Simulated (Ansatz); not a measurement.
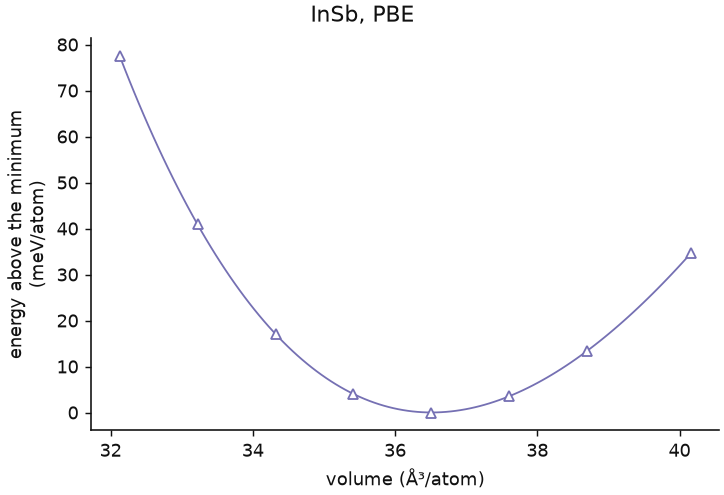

The picture above shows the energy above the minimum against volume for InSb, space group F-43m (No. 216).

Structure:
```
In Sb
1.0
     0.00000    3.31742    3.31742
     3.31742    0.00000    3.31742
     3.31742    3.31742    0.00000
In Sb
1 1
Direct
  0.00000 0.00000 0.00000
  0.25000 0.25000 0.25000
```

Method: third-order Birch-Murnaghan fit to density functional energies at scaled volumes of the given relaxed cell, shape and atoms relaxed at each volume; energies count from the fitted minimum; plane waves with PAW datasets, Γ-centred k mesh (Ansatz 0.2.0). Level: PBE, no spin polarisation.

wave cutoff 420 eV; k mesh 12×12×12; occupations Gaussian; smearing width 0.1 eV.

From this curve and the settings, what does the calculation give for the pressure and gap on the k mesh at the same points?

The pressure falls from 6.40 GPa at volume 32.128 Å³/atom to −2.77 GPa at 40.160 Å³/atom, and changes sign near 36.5 Å³/atom. The gap on the k mesh is closed at 7 of the 8 points and is largest, 0.136 eV, at 32.128 Å³/atom.

```csv
volume (Å³/atom),pressure (GPa),gap on the k mesh (eV)
32.128,6.40,0.136
33.223,4.36,0.000
34.319,2.65,0.000
35.414,1.21,0.000
36.509,0.00,0.000
37.605,-1.01,0.000
38.700,-1.85,0.000
40.160,-2.77,0.000
```

Caveats: a crossing between the sampled k points may be missed; bands touch, and spin-orbit coupling could open a gap.
